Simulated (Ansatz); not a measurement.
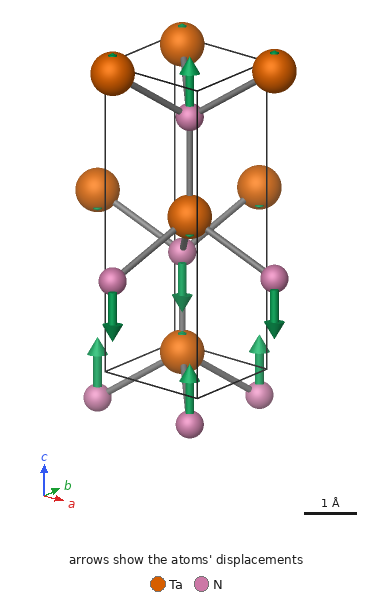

Normal modes of solid TaN, space group P6₃mc (No. 186), at the zone centre. The optical levels lie at 85 (×2), 169, 352 (×2), 468 (×2), 558, 637 cm⁻¹. One mode is drawn. The green arrows are the displacements of the atoms (eigenvector over the root of the mass), of arbitrary overall length and sign. Style: ball-and-stick. Shown: the cell of the calculation, slightly off an axis.

All numbers below come from Ansatz 0.2.0, DFT PBE, scalar-relativistic, plane waves, PAW. Settings: plane-wave cutoff 420 eV; k-point mesh 18 × 18 × 8; occupations fermi dirac; smearing width 0.15 eV; no spin polarisation.

The frequencies depend somewhat on the k-mesh and the smearing.

Which of these frequencies is the drawn mode's?

Answer. The level at 558 cm⁻¹. This is the B₁ mode, optical level 5 of 6, counted from below, silent by symmetry (neither infrared- nor Raman-active). All motion is along c; atoms of one kind move against one another, with no net shift of any sublattice; it stretches the shortest N–Ta bonds (1.98 Å); the kinetic energy is shared as N 94 %, Ta 6 %.
